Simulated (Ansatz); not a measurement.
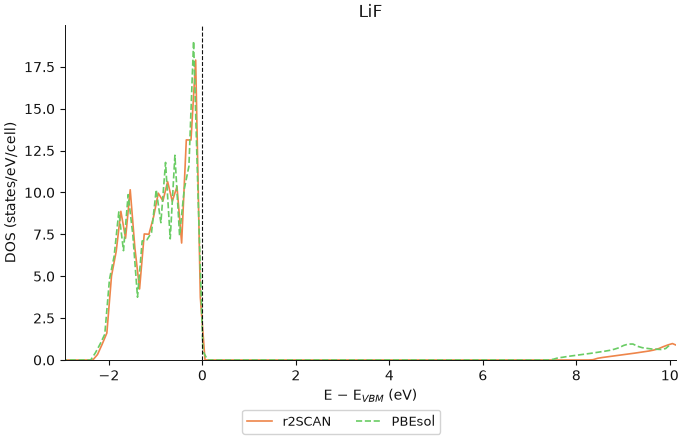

Total densities of states of LiF, space group P3_121 (No. 152), 6 atoms in the cell, by two methods on the same cell. Each is counted from its own valence-band top.

What changes from one method to the other?

r2SCAN gives a gap of 8.31 eV and PBEsol gives a gap of 7.42 eV.

Settings. r2SCAN: DFT r2SCAN, scalar-relativistic, plane waves, PAW, no spin polarisation, 6×6×8 k mesh, 500 eV cutoff, Gaussian smearing of 0.02 eV (Ansatz 0.2.0). PBEsol: DFT PBEsol, scalar-relativistic, plane waves, PAW, no spin polarisation, 6×6×8 k mesh, 420 eV cutoff (Ansatz 0.2.0).

The structure is an invented one, so it need not be a known or stable phase.
